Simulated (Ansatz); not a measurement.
# Run report: TiO2, band-structure calculation (part 2 of 2)

The same run, continued: TiO2 (I4₁/amd, 6 atoms in the cell); DFT, HSE06, plane waves, PAW, no spin polarisation (Ansatz 0.2.0); cutoff 420 eV, 6×6×6 k-mesh, fixed occupations. The structure was built on a prototype by a generator. The geometry comes from this level: r2SCAN.

Geometry of the input (Å; fractional positions):
```
-1.8889  1.8889  4.7917
1.8889  -1.8889  4.7917
1.8889  1.8889  -4.7917
Ti 0.7500  0.2500  0.5000
Ti 0.0000  0.0000  0.0000
O  0.5427  0.0427  0.5000
O  0.7927  0.7927  0.0000
O  0.2073  0.2073  0.0000
O  0.9573  0.4573  0.5000
```

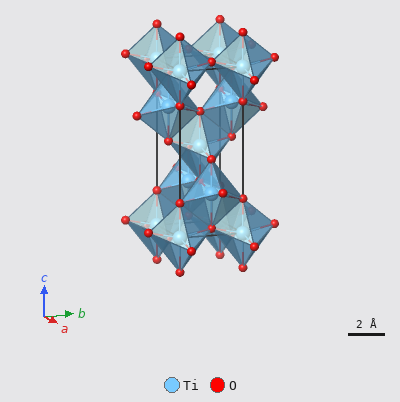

The structure (polyhedral view of the cell 2 times as large as that of the calculation, set on its symmetry axes, seen slightly off an axis; polyhedra are completed across the faces of the cell).

## Log, continued
```
SCF iter   1: F=—  HF=-7276.006855 eV  |F-HF|=—  |Δ(HF+E_count)|=         —  Δρ=2.12e-4  dr2=3.00e-5  ethr=1.63e-6  ⟨swp⟩=3.0  Hψ=2190  notcnv=0
preconditioner: auto → none  [insulator: Δε(μ)=3.700 eV  Ē_g=11.736 eV  n_scr=14 (ndim 8)  ℏωp=25.4 eV  f_vac=0.105]
SCF iter   2: F=—  HF=-7276.006848 eV  |F-HF|=—  |Δ(HF+E_count)|=   6.91e-6  Δρ=3.41e-5  dr2=8.63e-7  ethr=6.02e-8  ⟨swp⟩=4.0  Hψ=2356  notcnv=0
SCF iter   3: F=—  HF=-7276.006854 eV  |F-HF|=—  |Δ(HF+E_count)|=   6.21e-6  Δρ=2.00e-5  dr2=2.83e-7  ethr=5.75e-10  ⟨swp⟩=5.0  Hψ=3225  notcnv=0
SCF iter   4: F=—  HF=-7276.006854 eV  |F-HF|=—  |Δ(HF+E_count)|=   8.77e-8  Δρ=1.75e-6  dr2=4.83e-8  ethr=5.62e-10  ⟨swp⟩=4.0  Hψ=2158  notcnv=0  defer=5
SCF iter   5: F=—  HF=-7276.006855 eV  |F-HF|=—  |Δ(HF+E_count)|=   3.41e-7  Δρ=6.10e-6  dr2=2.15e-8  ethr=1.20e-12  ⟨swp⟩=6.6  Hψ=3887  notcnv=0  defer=39
SCF iter   6: F=—  HF=-7276.006855 eV  |F-HF|=—  |Δ(HF+E_count)|=   5.86e-9  Δρ=5.17e-7  dr2=6.51e-9  ethr=1.37e-12 (applied; sched 1.20e-12)  ⟨swp⟩=4.8  Hψ=3354  notcnv=0
SCF iter   7: F=—  HF=-7276.006855 eV  |F-HF|=—  |Δ(HF+E_count)|=   2.94e-8  Δρ=1.79e-6  dr2=2.11e-9  ethr=1.31e-12 (applied; sched 1.00e-12)  ⟨swp⟩=6.4  Hψ=3034  notcnv=0
SCF iter   8: F=-7276.006855 eV  HF=-7276.006855 eV  |F-HF|=2.15e-10  |Δ(HF+E_count)|=   2.56e-9  Δρ=7.63e-7  dr2=2.61e-10  ethr=1.19e-12 (applied; sched 1.00e-12)  ⟨swp⟩=6.6  Hψ=2741  notcnv=0
SCF 3 converged in 8 iterations: F = -7276.006855 eV  dr2 = 2.61e-10
  Residual-converged pass: ⟨swp⟩=2.0  Hψ=1766  notcnv=0  max |occ|·‖R‖ = 7.5e-7 eV (tolerance 7.7e-7 eV)  dr2=2.60e-10  dr2_onsite=2.01e-11  max |Δocc| = 0.0e0
hybrid outer 2: dexx = +8.695e-6 eV, tail = 6.91e-8 eV, Δε = 5.24e-3 eV (about 1.15e-4 eV left of the loop's levels), ΔF = 7.11e-3 eV/Å (tail 8.78e-4)
NSCF: frozen V_eff on 11 k-points
hybrid SCF converged: 2 outer / 15 inner (+4 warm-up), last move |dexx| = 8.69e-6 eV, tail = 6.91e-8 eV
Stability not checked: this state was not tested for a lower state beside it, because the functional holds exact exchange (a hybrid, or Hartree-Fock), whose exchange loop this test does not read (fock_operator; see scf.lower_state_search)
Free energy (F): -7276.006855 eV
Frozen-core exchange: fock
Harris-Foulkes:  -7276.006855 eV  (|F-HF|=2.15e-10)
Internal energy: -7276.006855 eV  (E = F + TS)
E sigma→0 (E₀):  -7276.006855 eV
Fermi energy:    6.227381 eV
--- Per-component energies (eV) ---
  E_band       = -572.654615
  E_kinetic    = 1250.434291
  E_local      = -3555.673705  (includes V_loc(G=0)·N_el)
  E_nonlocal   = 185.451331
  E_hartree    = 1373.474960
  E_xc         = -396.648543
  E_vxc        = -497.927366  (∫ρ·V_xc dr)
  E_exx        = -157.089660  (= α·E_x^exact, valence–valence)
  E_paw        = -2658.518795  (= ΣΔE_a)
  E_vpaw       = -387.719511  (= ΣTr[D̂ρ^β])
  E_aug_tail   = 0.009982  (compensation charges beyond the density's cutoff)
  E_ewald      = -3316.996201
  E_core_change = -0.450516  (= ΣΔE_core)
  E_smearing   = -0.000000  (= −TS)
  E_closure    = -0.000000  (closes the sum)
  Σ components = -7276.006855   (vs F -7276.006855, Δ=0.00e0)
--- Forces (eV/Å), atoms counted from 1 ---
  atom   1  Ti    -0.00000000     0.00000000    -0.00000000
  atom   2  Ti     0.00000000     0.00000000     0.00000000
  atom   3  O     -0.00000000     0.00000000     0.16121563
  atom   4  O      0.00000000    -0.00000000     0.16121563
  atom   5  O      0.00000000     0.00000000    -0.16121563
  atom   6  O     -0.00000000     0.00000000    -0.16121563
  max |Σ_I F_I| component: 2.78e-17 eV/Å
--- Stress (GPa, compression-positive) ---
       -2.391231      -0.000000       0.000000
       -0.000000      -2.391231       0.000000
        0.000000      -0.000000      -3.004935
  P = ⅓ Tr σ = -2.5958 GPa (-25.958 kbar)
--- Band table (eV; the first three rows and the last of 30) ---
  k-point 0: bands = ["-54.3363", "-54.2747", "-29.1753", "-28.9271", "-28.9271", "-28.8545", "-28.8545", "-28.7457", "-13.0895", "-11.9856", "-11.8548", "-11.4753", "1.9254", "2.1194", "2.1194", "2.4850", "4.0196", "4.0288", "4.0288", "5.4266", "5.4613", "5.4613", "5.7991", "5.7991", "9.9229", "10.7596", "12.0276", "12.0276", "12.0693"]
  k-point 1: bands = ["-54.3312", "-54.2778", "-29.1717", "-28.9756", "-28.9438", "-28.8821", "-28.8532", "-28.7404", "-12.8113", "-11.8206", "-11.7349", "-11.3954", "1.5840", "1.7971", "1.8803", "2.5652", "3.5323", "4.0806", "4.2302", "4.7020", "4.8101", "5.0188", "5.5546", "6.0229", "10.8690", "10.9189", "11.1475", "11.6758", "11.6935"]
  k-point 2: bands = ["-54.3178", "-54.2870", "-29.1623", "-29.0654", "-28.9738", "-28.9395", "-28.8350", "-28.7538", "-12.1620", "-11.5425", "-11.4626", "-11.2524", "1.0969", "1.4046", "1.7266", "2.7473", "2.8902", "3.0013", "3.0949", "3.3907", "4.0402", "5.2857", "5.6285", "6.1749", "10.9557", "11.1951", "11.4575", "11.7838", "12.3552"]
  k-point 29: bands = ["-54.3056", "-54.3056", "-28.9644", "-28.9644", "-28.9549", "-28.9549", "-28.8263", "-28.8263", "-12.4695", "-12.4695", "-11.7586", "-11.7586", "2.1948", "2.1948", "2.2169", "2.2169", "4.0879", "4.0879", "4.7850", "4.7850", "4.8896", "4.8896", "6.1712", "6.1712", "10.3263", "10.3263", "11.8341", "11.8341", "12.2858"]
```

## File bands.tsv
```
# k_distance	band_0	band_1	band_2	band_3	band_4	band_5	band_6	band_7	band_8	band_9	band_10	band_11	band_12	band_13	band_14	band_15	band_16	band_17	band_18	band_19	band_20	band_21	band_22	band_23	band_24	band_25	band_26	band_27	band_28
# fermi_ev = 6.227381
# lock_threshold_ev = 1e-6
# [0, 0, 0] at k_distance = 0.000000
# [0, 0, 0.5] at k_distance = 1.176051
# [0.25, 0.25, 0.25] at k_distance = 1.503868
# [0, 0.5, 0] at k_distance = 2.335462
# [0.5, 0.5, -0.5] at k_distance = 3.229337
# [0.2888490943, 0.7111509057, -0.2888490943] at k_distance = 3.931704
# [-0.2888490943, 0.2888490943, 0.2888490943] at k_distance = 4.636441
# [-0.0776981885, 0.0776981885, 0.5] at k_distance = 5.338808
# [0.5, 0.5, -0.0776981885] at k_distance = 6.043546
# [0, 0, 0.4375] at k_distance = 6.700154
# [0.3, 0.3, -0.3] at k_distance = 7.801826
# levels_relative_to = fermi_ev
# free_energy_ev = -7276.006855
# largest_residual_norms_ev = 1.349e-4 1.101e-4 2.242e-4 2.265e-4 2.212e-4 2.219e-4 2.288e-4 2.493e-4 7.999e-4 6.837e-4 6.261e-4 4.875e-4 3.364e-3 1.534e-3 1.437e-3 1.735e-3 1.184e-3 1.279e-3 1.537e-3 1.405e-3 1.082e-3 1.024e-3 1.079e-3 1.169e-3 1.229e-3 1.229e-3 1.734e-3 9.584e-4 1.048e-3
0.000000	-60.563704	-60.502074	-35.402692	-35.154462	-35.154462	-35.081875	-35.081875	-34.973093	-19.316868	-18.212975	-18.082205	-17.702637	-4.301984	-4.108012	-4.108012	-3.742407	-2.207802	-2.198610	-2.198610	-0.800741	-0.766120	-0.766120	-0.428265	-0.428265	3.695541	4.532235	5.800220	5.800220	5.841902
1.176051	-60.528749	-60.528749	-35.360735	-35.360735	-35.205418	-35.205418	-35.020960	-35.020960	-17.836447	-17.836447	-17.476824	-17.476824	-4.797256	-4.797256	-4.562416	-4.562416	-4.056743	-4.056743	-2.837936	-2.837936	-2.145704	-2.145704	0.000000	0.000000	5.045452	5.045452	5.539020	5.539020	6.810889
1.503868	-60.528756	-60.528756	-35.360718	-35.360718	-35.205445	-35.205445	-35.020963	-35.020963	-17.836350	-17.836350	-17.476978	-17.476978	-4.668438	-4.668438	-4.630633	-4.630633	-4.070354	-4.070354	-3.188118	-3.188118	-1.671377	-1.671377	-0.189665	-0.189665	5.286683	5.286683	5.299873	5.299873	6.804826
2.335462	-60.546263	-60.515453	-35.371936	-35.292636	-35.162655	-35.114971	-35.062305	-35.009028	-18.726869	-17.971817	-17.697525	-17.606770	-4.821144	-4.597137	-4.006102	-3.965798	-3.659151	-2.241949	-2.190765	-2.088771	-2.033237	-0.956304	-0.882487	-0.666172	4.970484	5.263650	5.302253	5.396456	6.099458
3.229337	-60.532988	-60.532988	-35.191781	-35.191781	-35.182234	-35.182234	-35.053726	-35.053726	-18.696927	-18.696927	-17.985944	-17.985944	-4.032618	-4.032618	-4.010458	-4.010458	-2.139499	-2.139499	-1.442381	-1.442381	-1.337799	-1.337799	-0.056190	-0.056190	4.098873	4.098873	5.606699	5.606699	6.058447
3.931704	-60.542668	-60.519311	-35.364095	-35.266244	-35.166362	-35.133717	-35.059200	-35.015397	-18.685584	-17.966258	-17.821159	-17.619120	-5.056484	-4.100357	-4.082535	-3.954073	-3.172204	-3.169185	-2.314355	-1.923188	-1.257013	-0.963023	-0.900707	-0.857560	4.905789	5.266653	5.279470	5.344362	6.063010
4.636441	-60.542668	-60.519311	-35.364095	-35.266244	-35.166362	-35.133717	-35.059200	-35.015397	-18.685584	-17.966258	-17.821159	-17.619120	-5.056484	-4.100357	-4.082535	-3.954073	-3.172204	-3.169185	-2.314355	-1.923188	-1.257013	-0.963023	-0.900707	-0.857560	4.905789	5.266653	5.279470	5.344362	6.063010
5.338808	-60.528990	-60.528990	-35.354238	-35.354238	-35.200753	-35.200753	-35.022962	-35.022962	-17.886485	-17.886485	-17.512015	-17.512015	-4.982277	-4.982277	-4.235225	-4.235225	-3.905935	-3.905935	-2.960055	-2.960055	-1.973392	-1.973392	-0.040333	-0.040333	5.012284	5.012284	5.477933	5.477933	6.682141
6.043546	-60.528990	-60.528990	-35.354238	-35.354238	-35.200753	-35.200753	-35.022962	-35.022962	-17.886485	-17.886485	-17.512015	-17.512015	-4.982277	-4.982277	-4.235225	-4.235225	-3.905935	-3.905935	-2.960055	-2.960055	-1.973392	-1.973392	-0.040333	-0.040333	5.012284	5.012284	5.477933	5.477933	6.682141
6.700154	-60.534934	-60.522897	-35.375568	-35.339981	-35.208773	-35.195580	-35.038019	-35.004157	-17.999508	-17.748470	-17.535786	-17.451162	-5.009026	-4.762257	-4.626473	-4.237294	-3.928045	-3.890927	-2.998209	-2.606176	-2.576245	-1.679769	-0.159671	0.057093	4.920192	5.145627	5.370414	5.608519	6.675443
7.801826	-60.551060	-60.514832	-35.316644	-35.174232	-35.174232	-35.064235	-35.061856	-35.061856	-19.059064	-18.349570	-18.109122	-17.830233	-4.090401	-4.045226	-4.045226	-4.009550	-2.164061	-2.164061	-1.663520	-1.232626	-1.183702	-1.183702	-0.134976	-0.134976	3.858511	4.349608	5.636494	5.636494	6.019968
```

## File rho_z.tsv
```
# z_ang	rho[e/angstrom^3]
# format = ansatz-planar-average/11
# lattice	-1.888898584	1.888898584	4.791684295
# lattice	1.888898584	-1.888898584	4.791684295
# lattice	1.888898584	1.888898584	-4.791684295
# sites	6
# site	22	-0.000000000	1.888898584	2.395842148
# site	22	0.000000000	0.000000000	0.000000000
# site	8	0.000000000	1.888898584	0.409330741
# site	8	0.000000000	0.000000000	7.596857184
# site	8	0.000000000	0.000000000	1.986511407
# site	8	-0.000000000	1.888898584	4.382353555
0.000000	9.823660e-1
0.137150	9.696554e-1
0.274300	9.322825e-1
0.411449	8.726853e-1
0.548599	7.953606e-1
0.685749	7.071262e-1
0.822899	6.168147e-1
0.960049	5.341643e-1
1.097199	4.682086e-1
1.234348	4.258730e-1
1.371498	4.113099e-1
1.508648	4.258730e-1
1.645798	4.682086e-1
1.782948	5.341643e-1
1.920097	6.168147e-1
2.057247	7.071262e-1
2.194397	7.953606e-1
2.331547	8.726853e-1
2.468697	9.322825e-1
2.605846	9.696554e-1
2.742996	9.823660e-1
2.880146	9.696554e-1
3.017296	9.322825e-1
3.154446	8.726853e-1
3.291596	7.953606e-1
3.428745	7.071262e-1
3.565895	6.168147e-1
3.703045	5.341643e-1
3.840195	4.682086e-1
3.977345	4.258730e-1
4.114494	4.113099e-1
4.251644	4.258730e-1
4.388794	4.682086e-1
4.525944	5.341643e-1
4.663094	6.168147e-1
4.800243	7.071262e-1
4.937393	7.953606e-1
5.074543	8.726853e-1
5.211693	9.322825e-1
5.348843	9.696554e-1
```

## File v_z.tsv
```
# z_ang	v_es[eV]	v_tot[eV]
# format = ansatz-planar-average/11
# xc	hse06
# density_cutoff_ev	1680
# datasets	Ti=:simpson_from_first_knot:soft:fock:shift=0	O=:simpson_from_first_knot:soft:fock:shift=0
# lattice	-1.888898584	1.888898584	4.791684295
# lattice	1.888898584	-1.888898584	4.791684295
# lattice	1.888898584	1.888898584	-4.791684295
# sites	6
# site	22	-0.000000000	1.888898584	2.395842148
# site	22	0.000000000	0.000000000	0.000000000
# site	8	0.000000000	1.888898584	0.409330741
# site	8	0.000000000	0.000000000	7.596857184
# site	8	0.000000000	0.000000000	1.986511407
# site	8	-0.000000000	1.888898584	4.382353555
0.000000	2.781662e0	-6.052663e0
0.137150	2.858811e0	-5.967663e0
0.274300	3.085930e0	-5.715666e0
0.411449	3.447413e0	-5.310234e0
0.548599	3.914571e0	-4.780968e0
0.685749	4.445144e0	-4.175625e0
0.822899	4.997830e0	-3.544016e0
0.960049	5.554822e0	-2.912913e0
1.097199	6.110031e0	-2.296666e0
1.234348	6.563526e0	-1.802645e0
1.371498	6.742095e0	-1.609817e0
1.508648	6.563526e0	-1.802645e0
1.645798	6.110031e0	-2.296666e0
1.782948	5.554822e0	-2.912913e0
1.920097	4.997830e0	-3.544016e0
2.057247	4.445144e0	-4.175625e0
2.194397	3.914571e0	-4.780968e0
2.331547	3.447413e0	-5.310234e0
2.468697	3.085930e0	-5.715666e0
2.605846	2.858811e0	-5.967663e0
2.742996	2.781662e0	-6.052663e0
2.880146	2.858811e0	-5.967663e0
3.017296	3.085930e0	-5.715666e0
3.154446	3.447413e0	-5.310234e0
3.291596	3.914571e0	-4.780968e0
3.428745	4.445144e0	-4.175625e0
3.565895	4.997830e0	-3.544016e0
3.703045	5.554822e0	-2.912913e0
3.840195	6.110031e0	-2.296666e0
3.977345	6.563526e0	-1.802645e0
4.114494	6.742095e0	-1.609817e0
4.251644	6.563526e0	-1.802645e0
4.388794	6.110031e0	-2.296666e0
4.525944	5.554822e0	-2.912913e0
4.663094	4.997830e0	-3.544016e0
4.800243	4.445144e0	-4.175625e0
4.937393	3.914571e0	-4.780968e0
5.074543	3.447413e0	-5.310234e0
5.211693	3.085930e0	-5.715666e0
5.348843	2.858811e0	-5.967663e0
```

## Summary

```json
{"quantity": "outcome", "value": "converged"}
{"quantity": "space group (tolerance 0.01 Å)", "value": "I4₁/amd (141)"}
{"quantity": "electrons treated", "value": "48"}
{"quantity": "free energy", "value": "−7276.0069 eV"}
{"quantity": "Fermi energy", "value": "6.227 eV"}
{"quantity": "gap on the k-point mesh", "value": "3.70 eV"}
{"quantity": "pressure", "value": "−2.60 GPa"}
{"quantity": "largest force (length of the vector)", "value": "0.161 eV/Å"}
{"quantity": "hardware", "value": "8 threads of Intel Xeon (Sapphire Rapids), 64 GiB of memory available, shared host"}
{"quantity": "wall time", "value": "54 s (CPU time 6.1 min)"}
{"quantity": "peak memory", "value": "2.9 GiB"}
```

Warnings of the run: the exchange loop's threshold is looser than advised for the stress; the SCF threshold is looser than advised for the printed stress.
